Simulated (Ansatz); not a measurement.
This input was run:

```
crystal:
  lattice:
    - [3.5369293785, 0.0, 0.0]
    - [0.0, 3.5369293785, 0.0]
    - [0.0, 0.0, 25.0039469926]
  atoms:
    - { symbol: Gd, position: [0.0, 0.0, 0.3027174391], spin: 7.6 }
    - { symbol: "N", position: [0.5, 0.5, 0.3050641661], spin: -0.15 }
    - { symbol: Gd, position: [0.5, 0.5, 0.3998495603], spin: 7.58 }
    - { symbol: "N", position: [0.0, 0.0, 0.3985367438], spin: -0.14 }
    - { symbol: Gd, position: [0.0, 0.0, 0.4999999337], spin: 7.63 }
    - { symbol: "N", position: [0.5, 0.5, 0.5000000413], spin: -0.15 }
    - { symbol: Gd, position: [0.5, 0.5, 0.600150397], spin: 7.58 }
    - { symbol: "N", position: [0.0, 0.0, 0.6014633816], spin: -0.14 }
    - { symbol: Gd, position: [0.0, 0.0, 0.6972824786], spin: 7.6 }
    - { symbol: "N", position: [0.5, 0.5, 0.6949358585], spin: -0.15 }
basis:
  ecutwfc: 420
kpoints:
  mp_grid: { grid: [10, 10, 1] }
  band_path:
    path: [[0.5, 0, 0], [0, 0, 0], [0.5, 0.5, 0], [0.5, 0, 0]]
    npoints: 12
hamiltonian:
  xc: pbe
  hubbard: { sites: [{ species: Gd, l: f, u_eff: 6.0 }] }
scf:
  occupations: { method: gaussian, width: 0.1 }
  lower_state_search: "off"
  n_extra_bands: 51
output:
  forces: true
  stress: true
  eigenvalues: true
  hubbard: { sites: [{ species: Gd, l: f }] }
  populations: true
  fatbands: true
magnetization:
  spin_polarized: true
efield:
  axis: 3
  dipole_correction: true
  ramp_width: 0.04
checkpoint:
  read: start.run
  write: ck
  compress: false
  write_wavefunctions: false
  write_every: 100000
```

Run as:
```bash
ansatz run input.yaml --threads 8 --pin off --max-ram 14336MiB --backend cpu --events-out ev --progress --plain --runs-dir out
```

How will the Gd f shell be filled?

Counting eigenvalues over 0.6 as filled, Gd has 7 filled f states (f⁷), 7 up and 0 down; the eigenvalues sum to 7.0.

The run may have settled in a state above the lowest, so this need not be the ground state. Spin-orbit coupling is left out, which matters for Gd. Open shells can settle in several states, and this one need not be the lowest.

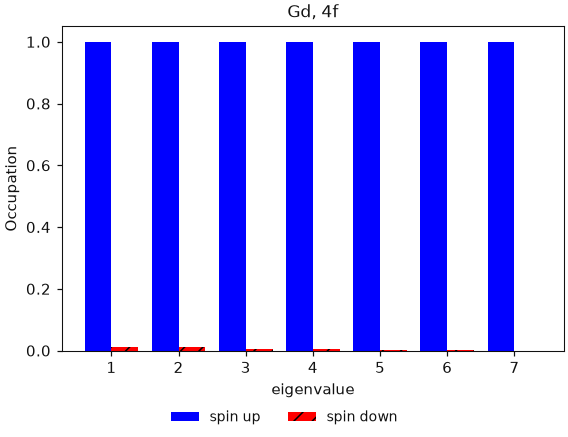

Eigenvalues of the local occupation matrix of the f shell (Löwdin-orthogonalised atomic projectors).
